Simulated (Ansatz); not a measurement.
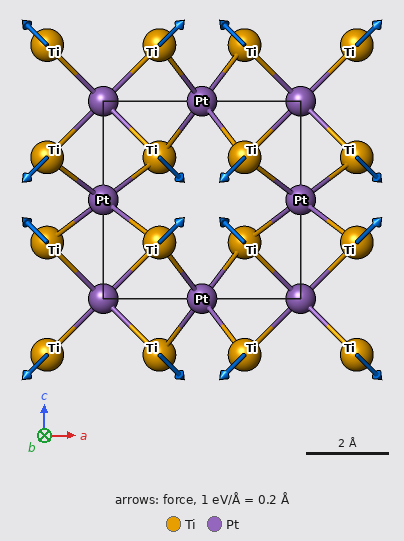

Starting geometry of crystalline Ti4Pt3 (a generated structure, set up in P-43m) (coarse preliminary run) with the computed forces as blue arrows. The picture is a ball-and-stick view of the cell of the calculation, seen along the b axis.

Level of theory: DFT PBE, scalar-relativistic, plane waves, PAW (Ansatz). (plane-wave cutoff 420 eV; k-point mesh 4 × 4 × 4; occupations gaussian; smearing width 0.1 eV; no spin polarisation; cell and atoms relaxed; force threshold 0.04 eV/Å; at most 70 steps)

Question: What follows when this structure is relaxed?

Answer: It isn't relaxed: the largest force vector, on Ti atoms, is 5.45 eV/Å. The atoms end up moving mostly along the starting forces (cosine between the two patterns 1.00). The largest moves relative to the cell, 0.13 Å, are those of Ti atoms. Pt stays in place. Cell: a = b = c 4.871 → 5.272 Å (+8.2 %). Volume +26.8 %. Some distances before and after: Pt–Ti 2.222 → 2.467 Å, Ti–Ti 2.972 → 3.003 Å. Bond angles that change, for instance: Ti–Pt–Ti 123.6° → 129.0°, Pt–Ti–Pt 101.6° → 98.2°, Ti–Pt–Ti 102.9° → 100.7°. The space group stays P-43m (No. 215). The energy falls by 5.491 eV per cell of the calculation in 4 accepted moves (6 points after the start). The largest force component goes from 3.1 to 0.0029 eV/Å. The pressure goes from 56.26 to 0.12 GPa. The SCF was repeated twice at an unchanged geometry on a basis and grid sized afresh for the cell, which shifted the energy by 27.7 meV per cell of the calculation at most.
